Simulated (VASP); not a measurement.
**Geometry relaxation of BaF₂ (part 2 of 2)**

BaF₂ (3 atoms in the cell); Kohn-Sham DFT of a periodic cell, PBEsol, VASP PAW PBE potentials, recommended, no spin polarisation (VASP 6.6.1); cutoff 600 eV, 8×8×8 k-mesh, Gaussian smearing of 0.03 eV. The structure derives from an entry of the Crystallography Open Database.

Geometry of the input (Å; fractional positions):
```
0.0000  3.0873  3.0873
3.0873  -0.0000  3.0873
3.0873  3.0873  -0.0000
Ba 0.0000  1.0000  1.0000
F  0.2500  0.2500  0.2500
F  0.7500  0.7500  0.7500
```

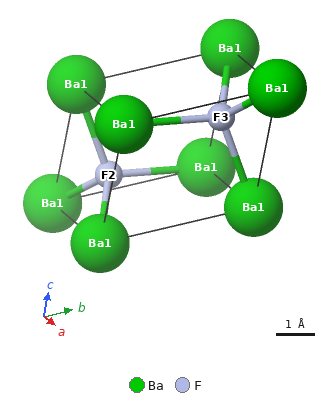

The geometry at step 1 of the log (ball-and-stick view of the cell of the calculation, seen slightly off an axis; atoms are numbered from 1 in the order of the input).

### Parts of OUTCAR, continued
```
   IVDW    =     0    specifies the selected vdW correction
   LEPSILON=     F    determine dielectric tensor
   LRPA    =     F    only Hartree local field effects (RPA)
 conjugate gradient relaxation of ions
 non-spin polarized calculation
 Gauss-broadening in eV      SIGMA  =   0.03
  energy-cutoff  :      600.00
  volume of cell :       58.85
 maximum number of plane-waves:      1989
   NGX = 17   NGY = 17   NGZ = 17

--------------------------------------- Ionic step        1  -------------------------------------------

 number of electron      23.9999995 magnetization

 Free energy of the ion-electron system (eV)
  ---------------------------------------------------
  ext. energy  EPLUGINS =         0.00000000
  ---------------------------------------------------
  free energy    TOTEN  =       -17.64514394 eV

  energy without entropy =      -17.64514394  energy(sigma->0) =      -17.64514394

------------------------ aborting loop because EDIFF is reached ----------------------------------------

  FORCE on cell =-STRESS in cart. coord.  units (eV):
  Direction    XX          YY          ZZ          XY          YZ          ZX
  --------------------------------------------------------------------------------------
  -------------------------------------------------------------------------------------
  Total        0.0188717      0.0188717      0.0188717      0.0000000     -0.0000000      0.0000000
  in kB        0.5137632      0.5137632      0.5137632      0.0000000     -0.0000000      0.0000000
  external PRESSURE =       0.5137632 kB  Pullay stress =       0.0000000 kB

 VOLUME and BASIS-vectors are now :
 -----------------------------------------------------------------------------
  energy-cutoff  :      600.00
  volume of cell :       58.85
      direct lattice vectors                 reciprocal lattice vectors
     0.000000000  3.087281488  3.087281488    -0.161954782  0.161954782  0.161954782
     3.087281488  0.000000000  3.087281488     0.161954782 -0.161954782  0.161954782
     3.087281488  3.087281488  0.000000000     0.161954782  0.161954782 -0.161954782

 POSITION                                       TOTAL-FORCE (eV/Angst)
 -----------------------------------------------------------------------------------
      0.00000      0.00000      0.00000        -0.000000     -0.000000      0.000000
      1.54364      1.54364      1.54364         0.000000      0.000000      0.000000
      4.63092      4.63092      4.63092        -0.000000     -0.000000     -0.000000
 -----------------------------------------------------------------------------------
    total drift:                                0.000000      0.000000      0.000000

  FREE ENERGIE OF THE ION-ELECTRON SYSTEM (eV)
  ---------------------------------------------------
  free  energy   TOTEN  =       -17.6451439374 eV

  energy  without entropy=      -17.6451439374  energy(sigma->0) =      -17.64514394

--------------------------------------- Ionic step        2  -------------------------------------------

 number of electron      23.9999996 magnetization

 Free energy of the ion-electron system (eV)
  ---------------------------------------------------
  ext. energy  EPLUGINS =         0.00000000
  ---------------------------------------------------
  free energy    TOTEN  =       -17.64515206 eV

  energy without entropy =      -17.64515206  energy(sigma->0) =      -17.64515206

 E-fermi :  -1.9878     XC(G=0):  -8.9672     alpha+bet : -9.4369

 val. band max:       -2.1433728256   @ k =  -0.2500   0.2500   0.0000
 cond. band min:       4.5313920780   @ k =   0.0000   0.0000   0.0000
 fundamental gap:      6.6747649036
 Fermi energy:        -1.9878083900

 k-point     1 :       0.0000    0.0000    0.0000
  band No.  band energies     occupation
      1     -25.1939      2.00000
      2     -20.9703      2.00000
      3     -20.9130      2.00000
      4     -10.0063      2.00000
      5     -10.0063      2.00000
      6     -10.0063      2.00000
      7      -3.7095      2.00000
      8      -3.7095      2.00000
      9      -3.7095      2.00000
     10      -2.2306      2.00000
     11      -2.2306      2.00000
     12      -2.2306      2.00000
     13       4.5314      0.00000
     14       7.0052      0.00000
     15       7.0052      0.00000
     16       9.2724      0.00000

 k-point     2 :       0.1250    0.0000    0.0000
  band No.  band energies     occupation
      1     -25.1626      2.00000
      2     -20.9868      2.00000
      3     -20.9524      2.00000
      4     -10.0367      2.00000
      5     -10.0326      2.00000
      6     -10.0326      2.00000
      7      -3.6400      2.00000
      8      -3.6400      2.00000
      9      -3.5364      2.00000
     10      -2.3457      2.00000
     11      -2.2528      2.00000
     12      -2.2528      2.00000
     13       4.8914      0.00000
     14       6.9983      0.00000
     15       6.9983      0.00000
     16       9.0799      0.00000

 k-point     3 :       0.2500    0.0000    0.0000
  band No.  band energies     occupation
      1     -25.0842      2.00000
      2     -21.0705      2.00000
      3     -21.0070      2.00000
      4     -10.1020      2.00000
      5     -10.0944      2.00000
      6     -10.0944      2.00000
      7      -3.4809      2.00000
      8      -3.4809      2.00000
      9      -3.1163      2.00000
     10      -2.5804      2.00000
     11      -2.2952      2.00000
     12      -2.2952      2.00000
     13       5.7158      0.00000
     14       6.9951      0.00000
     15       6.9951      0.00000
     16       8.6494      0.00000

 k-point     4 :       0.3750    0.0000    0.0000
  band No.  band energies     occupation
      1     -25.0011      2.00000
      2     -21.1819      2.00000
      3     -21.0387      2.00000
      4     -10.1573      2.00000
      5     -10.1537      2.00000
      6     -10.1537      2.00000
      7      -3.3399      2.00000
      8      -3.3399      2.00000
      9      -2.7855      2.00000
     10      -2.6728      2.00000
     11      -2.3154      2.00000
     12      -2.3154      2.00000
     13       6.4887      0.00000
     14       7.0085      0.00000
     15       7.0085      0.00000
     16       8.0728      0.00000

 k-point     5 :       0.5000    0.0000    0.0000
  band No.  band energies     occupation
      1     -24.9653      2.00000
      2     -21.2304      2.00000
      3     -21.0512      2.00000
      4     -10.1776      2.00000
      5     -10.1776      2.00000
      6     -10.1776      2.00000
      7      -3.2893      2.00000
      8      -3.2893      2.00000
      9      -2.8431      2.00000
     10      -2.5027      2.00000
     11      -2.3145      2.00000
     12      -2.3145      2.00000
     13       6.9243      0.00000
     14       7.0184      0.00000
     15       7.0184      0.00000
     16       7.5837      0.00000

 [... the levels of 18 k-points are left out ...]

 k-point    24 :      -0.3750    0.2500    0.1250
  band No.  band energies     occupation
      1     -24.9254      2.00000
      2     -21.2195      2.00000
      3     -21.1293      2.00000
      4     -10.3157      2.00000
      5     -10.1532      2.00000
      6     -10.1527      2.00000
      7      -3.1810      2.00000
      8      -3.0247      2.00000
      9      -2.9980      2.00000
     10      -2.4586      2.00000
     11      -2.3806      2.00000
     12      -2.2459      2.00000
     13       5.8202      0.00000
     14       7.2882      0.00000
     15       7.3605      0.00000
     16       8.1183      0.00000

 [... further k-points ...]

------------------------ aborting loop because EDIFF is reached ----------------------------------------

  FORCE on cell =-STRESS in cart. coord.  units (eV):
  Direction    XX          YY          ZZ          XY          YZ          ZX
  --------------------------------------------------------------------------------------
  -------------------------------------------------------------------------------------
  Total       -0.0016714     -0.0016714     -0.0016714     -0.0000000      0.0000000      0.0000000
  in kB       -0.0454610     -0.0454610     -0.0454610     -0.0000000      0.0000000      0.0000000
  external PRESSURE =      -0.0454610 kB  Pullay stress =       0.0000000 kB

 VOLUME and BASIS-vectors are now :
 -----------------------------------------------------------------------------
  energy-cutoff  :      600.00
  volume of cell :       58.91
      direct lattice vectors                 reciprocal lattice vectors
     0.000000000  3.088218397  3.088218397    -0.161905648  0.161905648  0.161905648
     3.088218397 -0.000000000  3.088218397     0.161905648 -0.161905648  0.161905648
     3.088218397  3.088218397  0.000000000     0.161905648  0.161905648 -0.161905648

 POSITION                                       TOTAL-FORCE (eV/Angst)
 -----------------------------------------------------------------------------------
      3.08822      3.08822      0.00000         0.000000     -0.000000     -0.000000
      1.54411      1.54411      1.54411        -0.000000     -0.000000     -0.000000
      4.63233      4.63233      4.63233         0.000000      0.000000      0.000000
 -----------------------------------------------------------------------------------
    total drift:                                0.000000      0.000000      0.000000

  FREE ENERGIE OF THE ION-ELECTRON SYSTEM (eV)
  ---------------------------------------------------
  free  energy   TOTEN  =       -17.6451520582 eV

  energy  without entropy=      -17.6451520582  energy(sigma->0) =      -17.64515206

 reached required accuracy - stopping structural energy minimisation
```

### CONTCAR
```
BaF2
   1.00000000000000
     0.0000000000000000    3.0882183966069530    3.0882183966069530
     3.0882183966069530   -0.0000000000000000    3.0882183966069530
     3.0882183966069530    3.0882183966069530    0.0000000000000000
  Ba              F
     1     2
Direct
     0.0000000000000000    0.0000000000000000    1.0000000000000000
     0.2500000000000000    0.2500000000000000    0.2500000000000000
     0.7500000000000000    0.7500000000000000    0.7500000000000000

  0.00000000E+00  0.00000000E+00  0.00000000E+00
  0.00000000E+00  0.00000000E+00  0.00000000E+00
  0.00000000E+00  0.00000000E+00  0.00000000E+00
```

### Trajectory as extended XYZ (Å, eV, eV/Å), 2 frames, from step=0 to step=1
```
3
Lattice="0.0000 3.0873 3.0873 3.0873 0.0000 3.0873 3.0873 3.0873 0.0000" Properties=species:S:1:pos:R:3:forces:R:3 step=0 energy=-17.64514
Ba    0.0000    0.0000    0.0000    0.0000   0.0000   0.0000
F     1.5436    1.5436    1.5436    0.0000   0.0000   0.0000
F     4.6309    4.6309    4.6309    0.0000   0.0000   0.0000
3
Lattice="0.0000 3.0882 3.0882 3.0882 -0.0000 3.0882 3.0882 3.0882 0.0000" Properties=species:S:1:pos:R:3:forces:R:3 step=1 energy=-17.64515
Ba    3.0882    3.0882    0.0000    0.0000   0.0000   0.0000
F     1.5441    1.5441    1.5441    0.0000   0.0000   0.0000
F     4.6323    4.6323    4.6323    0.0000   0.0000   0.0000
```
